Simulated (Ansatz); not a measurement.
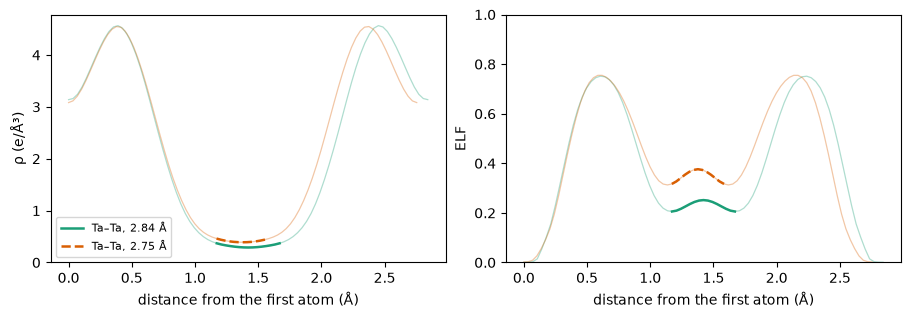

*Ta. Valence electron density and ELF along straight lines between neighbouring atoms. Thin, pale parts lie inside the atomic spheres.*

Space group P6/mmm; set up as Ta, omega (AlB2-type); a generated structure, not necessarily the stable one; changed on purpose from its base cell (volume × 1.0); computed without spin polarisation.

These are results of DFT, BLYP, plane waves (420 eV) with PAW, scalar-relativistic in Ansatz, not measurements.

In a PAW calculation such maps are meaningful between the atoms, not at the nuclei.

**What can be read from the curves?**

Ta–Ta (2.84 Å): ρ at the midpoint is about 0.29 e/Å³; the ELF is about 0.25 at the midpoint; no shared electron pair shows on this line.
Ta–Ta (2.75 Å): ρ is about 0.39 e/Å³ halfway; the ELF is about 0.40 at the midpoint.
